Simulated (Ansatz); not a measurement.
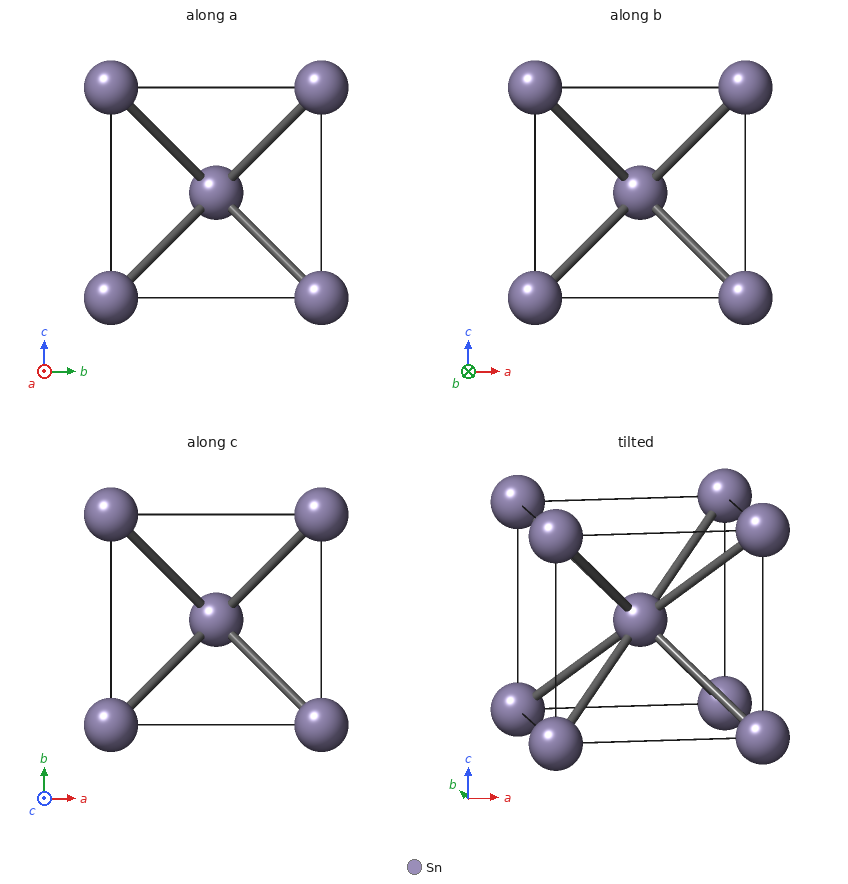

An orthographic ball-and-stick view of the structure, along the a axis, along the b axis, along the c axis and slightly off an axis. Lines trace the edges of the conventional unit cell.

Lattice parameters: a = 3.832 Å, b = 3.832 Å, c = 3.832 Å, α = 90.00°, β = 90.00°, γ = 90.00°.

Convert the drawing into a table of Wyckoff sites.

Space group Im-3m (No. 229).
```csv
atom,site,x,y,z
Sn,2a,0.0000,0.0000,0.0000
```

The structure comes from a structure type filled with this element by a generator (whether the element takes this form wasn't checked). Earlier steps of the study may have refined or changed the cell and positions. It was run through Ansatz as a DFT input.
